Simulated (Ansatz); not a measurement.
# From HSE06 to G0W0: NbInO4 (P2/c), part 2 of 2

Aim: the quasiparticle gap of NbInO4 (P2/c), starting from HSE06.

Ansatz 0.2.0; HSE06, then G0W0 on it, plane waves, PAW. Known limits of the many-body steps: finite bands, screening cutoff and k mesh; no spin-orbit coupling in G0W0; d shells not analysed.

So far. Step 2 (HSE06 levels on the mesh and at listed points): Over mesh and listed points the gap is 4.840 eV, from k = (0.333, 0.000, -0.250) to k = (0.167, 0.000, -0.500). The least direct gap found is 5.000 eV, at k = (0.000, 0.500, 0.000). On the 4×4×4 mesh alone the same run gives 4.898 eV, so that mesh misses an edge of HSE06: 4.898 − 4.840 = +0.058 eV. Step 3 (One-shot GW): Over all 20 irreducible mesh points the G0W0 gap is 5.311 eV, from k = (0.250, 0.000, -0.250) to k = (0.250, 0.000, -0.500).

In doubt: masses and optical values from hybrid runs of this build are listed as unsure (step 3), which bears on the screening that GW takes from such a start.

**3. One-shot GW (continued)**

Level of this step: G0W0 on HSE06, plane waves, PAW (Ansatz).

Labels follow the order of the start: v1 is the top filled band, c1 the lowest empty one; levels that stay degenerate share a row, the window can cut a multiplet, doubted levels are not marked in this list, bands outside the window were not corrected, and the list may be a part of the corrected levels. Levels before and after the correction, in eV, zero at the valence-band top of each column:

```csv
,conduction bottom,valence top
HSE06,4.90,0.00
G0W0,5.31,0.00
```

```csv
,level,occupation,energy (eV)
HSE06,(0.25 0 -0.5) v3,2,-0.438
HSE06,(0.25 0 -0.5) v2,2,-0.264
HSE06,(0.25 0 -0.5) v1,2,-0.195
HSE06,(0.25 0 -0.5) c1,0,4.899
HSE06,(0.25 0 -0.5) c2,0,5.521
HSE06,(0.25 0 -0.5) c3,0,5.676
HSE06,(0.25 0 -0.25) v3,2,-0.403
HSE06,(0.25 0 -0.25) v2,2,-0.278
HSE06,(0.25 0 -0.25) v1,2,0.000
HSE06,(0.25 0 -0.25) c1,0,5.149
HSE06,(0.25 0 -0.25) c2,0,5.206
HSE06,(0.25 0 -0.25) c3,0,5.775
G0W0,(0.25 0 -0.5) v3,2,-0.475
G0W0,(0.25 0 -0.5) v2,2,-0.285
G0W0,(0.25 0 -0.5) v1,2,-0.212
G0W0,(0.25 0 -0.5) c1,0,5.311
G0W0,(0.25 0 -0.5) c2,0,5.986
G0W0,(0.25 0 -0.5) c3,0,6.181
G0W0,(0.25 0 -0.25) v3,2,-0.434
G0W0,(0.25 0 -0.25) v2,2,-0.296
G0W0,(0.25 0 -0.25) v1,2,0.000
G0W0,(0.25 0 -0.25) c1,0,5.574
G0W0,(0.25 0 -0.25) c2,0,5.645
G0W0,(0.25 0 -0.25) c3,0,6.342
```

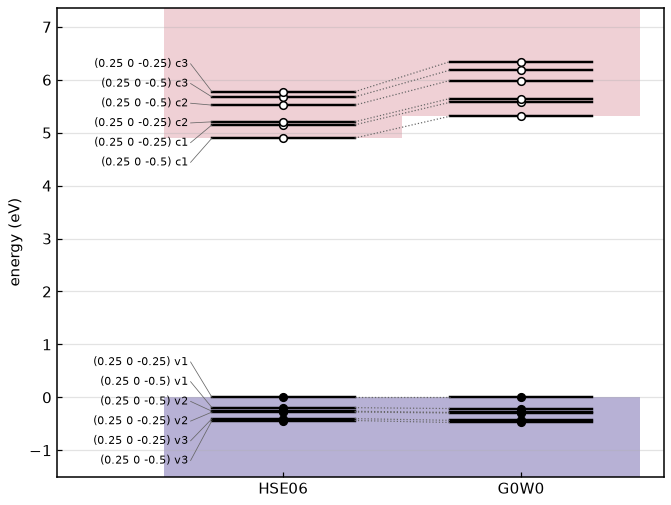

Levels before and after the correction. Shaded: valence and conduction bands. Filled marks are occupied levels, open marks empty ones.

The parts of the quasiparticle energy for the two states that bound the G0W0 gap, in eV on the run's own scale (QP = start + Σx + Σc − Vxc, with Σc at the quasiparticle energy):

```csv
edge,k,band,start,Σx,Σc,Vxc,Z,QP
valence top,"(0.250, 0.000, -0.250)",50,7.886,−26.384,4.389,−22.330,0.781,8.220
conduction bottom,"(0.250, 0.000, -0.500)",51,12.785,−12.639,−4.504,−17.890,0.822,13.531
```

For a hybrid start, Vxc holds its share of exact exchange.

**4. Side by side**

Each gap is the least one over the points named; times are wall times on shared hosts, not benchmarks. A G0W0 time includes the run's own self-consistent start. Runs with listed points see these and the mesh alone, so an edge that moves elsewhere is missed.

```csv
level,mesh,"files, cutoff","bands summed, screening",points,gap (eV),valence top,conduction bottom,least direct gap (eV),time
HSE06,4×4×4,"soft_2 PAW, 420 eV",-,mesh and listed points,4.840,"(0.333, 0.000, -0.250)","(0.167, 0.000, -0.500)",5.000,12 s
G0W0@HSE06,4×2×4,"soft_2 PAW, 420 eV","356, 96 eV",all 20 irreducible mesh points,5.311,"(0.250, 0.000, -0.250)","(0.250, 0.000, -0.500)",5.417,31 s
```

Computed less measured, in eV, for the reports listed at the start; nothing is added to the computed values:

```csv
row,computed (eV),4.7 eV (2024)
"HSE06, gap",4.840,+0.140
"G0W0@HSE06, gap",5.311,+0.611
"G0W0@HSE06, least direct gap",5.417,+0.717
```

**5. Outcome**

```
HSE06 gap over mesh and listed points              : 4.840 eV, from k = (0.333, 0.000, -0.250) to k = (0.167, 0.000, -0.500)
G0W0@HSE06 gap over all 20 irreducible mesh points : 5.311 eV, from k = (0.250, 0.000, -0.250) to k = (0.250, 0.000, -0.500)
GW settings                                        : 4×2×4 mesh, 306 empty bands, screening to 96 eV
known limits                                       : finite bands, screening cutoff and k mesh; no spin-orbit coupling in G0W0; d shells not analysed
```

In words: Over all 20 irreducible mesh points the G0W0 gap is 5.311 eV, from k = (0.250, 0.000, -0.250) to k = (0.250, 0.000, -0.500). The HSE06 gap of this run on the mesh is 4.899 eV. The two states that bound the G0W0 gap lie that far apart at the start, so the correction of the gap is 5.311 − 4.899 = +0.412 eV. The valence state moves by 8.220 − 7.886 = +0.334 eV and the conduction state by 13.531 − 12.785 = +0.746 eV, on the run's own scale; how far single levels stand from their limit in bands is not shown. Over mesh and listed points, HSE06 puts the valence top at k = (0.333, 0.000, -0.250) and conduction bottom at k = (0.167, 0.000, -0.500), where no G0W0 correction was computed. The G0W0 gap over the whole zone is therefore not known from this run; at its settings it can only be equal to or under the 5.311 eV found, and no correction is carried over from another point. For the start itself the gap is 4.840 eV over mesh and listed points and 4.899 eV on the mesh of the G0W0 run, in runs that differ in mesh (4×4×4 and 4×2×4). No second run with other bands and screening cutoff is shown, so the distance to the basis limit is not known. On another start, G0W0@r2SCAN runs of this series (4×2×4 mesh, soft_2 PAW; not shown as steps) give 5.152 eV with 158 bands and 48 eV, 4.905 eV with 356 bands and 96 eV and 4.942 eV with 709 bands and 160 eV. G0W0 on other starts in this series, not shown as steps and not all at these settings: 4.905 eV on r2SCAN (4×2×4, soft_2 PAW, 356 bands, 96 eV) and 5.539 eV on PBE0 (4×2×4, soft_2 PAW, 356 bands, 96 eV). Two runs of this series at another level, not shown as steps, test spin-orbit coupling. r2SCAN+SOC against r2SCAN: 3.796 − 3.797 = −0.001 eV, with the same mesh, set of files (read in its fully relativistic form for the spin-orbit run) and cutoff, and both edges at the same k points. The spin-orbit run sees mesh and listed points alone, so its gap is an upper bound: the coupling can move an edge off these points, and the change over the zone, its sign included where it is small, is not known. What spin-orbit coupling does to the G0W0 levels was not computed, so no sum with the G0W0 gap is formed. Against experiment, G0W0@HSE06 at 5.311 eV lies +0.611 eV from 4.7 eV (2024). The differences hold parts that these runs do not separate: finite bands, cutoffs and mesh, points of the zone that were not corrected, the start of G0W0, spin-orbit coupling missing from it, static nuclei, no electron-hole attraction, and what each experiment reads as the gap. How much each gives is not known from the steps shown. The G0W0 runs are scalar-relativistic. One-shot GW is known to converge slowly in bands for compounds with shallow d shells. The cell holds In; the filling of the d shell and its place against the gap were not analysed here. No pair of G0W0 runs that differ in the mesh alone is shown (4×2×4 is a supercell whose nearest images lie 12 Å apart), so the error from the mesh is not known here. G0W0 is shown with one set of atomic data (soft_2 PAW), so the error from the files is not known here.

[Paths, hosts, dates, memory and timing lines, banners, echoed tables and standing remarks are left out of the program output.]

[Logs are printed without paths, hosts, clocks, repeated set-up lines and the standing remarks that a program may print on its own settings, such as how far it seeks lower states.]

[Runs of the session that timed out or met a known fault of the program may be left out.]

[Cells called generated may have been cut or substituted from an entry of the Crystallography Open Database or the Materials Project.]

[Hosts, paths, dates, database ids (printed as entryN), source tags and the programs' standing remarks are cut or masked in the printed files.]

[Where an RPA ε∞ is given, it is that of the G0W0 mesh and is not shown converged in it. Names of k-points follow the symmetry that the program found, which can be lower than the space group named. Band edges on a path are those of the sampled points; other points can move an edge, and change direct to indirect where valleys lie close.]

[Hybrid gaps are those of their k-mesh and are not shown converged in it.]
